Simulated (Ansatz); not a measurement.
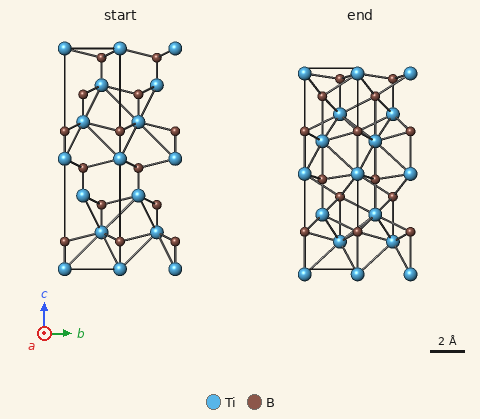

The structure of crystalline TiB (a generated structure, set up in P6_3mc) before (left) and after (right) a relaxation, at one scale.

A ball-and-stick model of the cell of the calculation, repeated 1 × 2 × 1 with one cell outlined, seen along the a axis.

Case: stacking ABCACB.

Computed with DFT PBEsol, scalar-relativistic, plane waves, PAW (Ansatz 0.2.0).

Input
```yaml
crystal:
  lattice:
    - [3.8296272382, 0.0, 0.0]
    - [-1.9148136191, 3.3165544753, 0.0]
    - [0.0, 0.0, 13.239125402]
  atoms:
    - { symbol: Ti, position: [0.0, 0.0, 0.0] }
    - { symbol: B, position: [0.0, 0.0, 0.125] }
    - { symbol: Ti, position: [0.3333333333, 0.6666666667, 0.1666666667] }
    - { symbol: B, position: [0.3333333333, 0.6666666667, 0.2916666667] }
    - { symbol: Ti, position: [0.6666666667, 0.3333333333, 0.3333333333] }
    - { symbol: B, position: [0.6666666667, 0.3333333333, 0.4583333333] }
    - { symbol: Ti, position: [0.0, 0.0, 0.5] }
    - { symbol: B, position: [0.0, 0.0, 0.625] }
    - { symbol: Ti, position: [0.6666666667, 0.3333333333, 0.6666666667] }
    - { symbol: B, position: [0.6666666667, 0.3333333333, 0.7916666667] }
    - { symbol: Ti, position: [0.3333333333, 0.6666666667, 0.8333333333] }
    - { symbol: B, position: [0.3333333333, 0.6666666667, 0.9583333333] }
basis:
  ecutwfc: 420
kpoints:
  mp_grid: { grid: [12, 12, 4] }
hamiltonian:
  xc: pbesol
scf:
  occupations: { method: gaussian, width: 0.1 }
output:
  forces: true
  stress: true
  eigenvalues: true
  populations: true
relax:
  adjacent_minimum: "off"
  f_tol: 0.01
  max_steps: 45
  cell: { stress_tol: 0.05 }
```

Command:
```bash
ansatz run input.yaml --threads 1 --pin off --max-ram 2560MiB --backend cpu --events-out ev --progress --plain --runs-dir out
```

### Summarise the run.

The run was cut off at its time limit before the relaxation converged, so the last structure is only a point on the way. The energy falls by 1472 meV per atom in 6 geometry steps. Largest force component: 9.9 eV/Å at the start, 0.77 eV/Å at the end. Pressure: 20.05 GPa at the start and −1.69 GPa at the end. The largest moves relative to the cell, 0.83 Å, are those of B4 and B10. B4 goes along +c. By element the largest moves are B 0.83 Å, Ti 0.75 Å. The volume changes by −16.6 %, with a = b 3.830 → 3.666 Å (−4.3 %), c 13.239 → 12.052 Å (−9.0 %). Near-neighbour distances that change, for instance: B2–Ti5 3.535 → 2.354 Å, Ti3–B4 1.655 → 2.705 Å, B4–Ti7 3.535 → 2.517 Å, Ti1–B2 1.655 → 2.552 Å. New bonds form: B2–Ti5 (3.53 → 2.35 Å), B4–Ti7 (3.53 → 2.52 Å), B6–Ti9 (2.76 → 2.28 Å), B8–Ti11 (3.53 → 2.35 Å). Bond angles that change, for instance: Ti3–B4–Ti5 104.0° → 62.9°, Ti7–B8–Ti9 104.0° → 74.3°, Ti5–B4–Ti5 114.3° → 100.9°. The space group stays P6_3mc (No. 186).
